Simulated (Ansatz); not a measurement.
The calculation's input:

```
crystal:
  lattice:
    - [-2.7171, 2.7171, 5.4248]
    - [2.7171, -2.7171, 5.4248]
    - [2.7171, 2.7171, -5.4248]
  atoms:
    - { symbol: Zn, position: [0.25, 0.75, 0.5] }
    - { symbol: Cu, position: [0.0, 0.0, 0.0] }
    - { symbol: Cu, position: [0.75, 0.25, 0.5] }
    - { symbol: Sn, position: [0.5, 0.5, 0.0] }
    - { symbol: S, position: [0.37161, 0.88441, 0.9996] }
    - { symbol: S, position: [0.11559, 0.11519, 0.4872] }
    - { symbol: S, position: [0.88481, 0.37201, 0.0004] }
    - { symbol: S, position: [0.62799, 0.62839, 0.5128] }
basis:
  ecutwfc: 420
kpoints:
  mp_grid: { grid: [10, 10, 10] }
hamiltonian:
  xc: pbe
scf:
  occupations: { method: gaussian, width: 0.01 }
output:
  forces: true
  stress: true
  eigenvalues: true
  populations: true
  write_density: true
  write_potential: true
  elf: true
  volumetric_format: npy
```

Command:

```sh
ansatz run input.yaml --threads 1 --pin off --max-ram 2560MiB --backend cpu --events-out ev --progress --plain --runs-dir out
```

Below, planes, directions and counts refer to the conventional cell (a = 5.43 Å, b = 5.43 Å, c = 10.85 Å, α = 90.00°, β = 90.00°, γ = 90.00°).

Space group I-4; not relaxed (largest force 0.6 eV/Å); computed pressure about 2 GPa in this cell; computed without spin polarisation.

All numbers below come from DFT PBE, scalar-relativistic, plane waves, PAW (Ansatz).

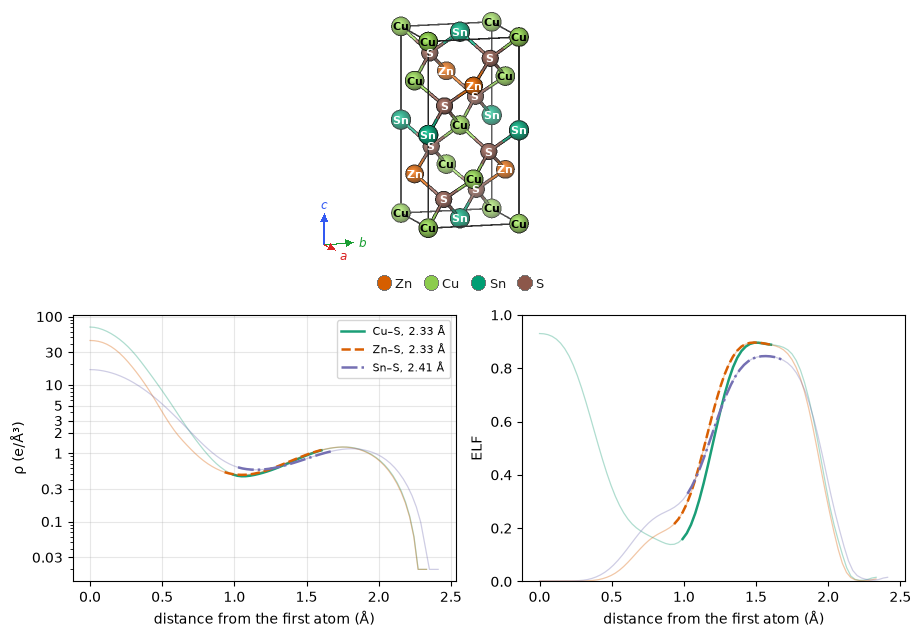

ZnCu2SnS4. Valence electron density and ELF along straight lines between neighbouring atoms. Thin, pale parts lie inside the atomic spheres. The structure is drawn too.

In a PAW calculation such maps are meaningful between the atoms, not at the nuclei.

**Compare the contacts.**

Cu–S (2.33 Å): the density is about 0.5 e/Å³ at the midpoint; the ELF peaks at about 0.90 in the valence shell of S, 0.8 Å from its nucleus, and is about 0.45 at the midpoint.
Zn–S (2.33 Å): ρ at the midpoint is about 0.52 e/Å³; the ELF peaks at about 0.90 in the valence shell of S, 0.8 Å from its nucleus, and is about 0.55 at the midpoint.
Sn–S (2.41 Å): ρ at the midpoint is about 0.58 e/Å³; the ELF peaks at about 0.85 in the valence shell of S, 0.8 Å from its nucleus, and is about 0.55 at the midpoint.
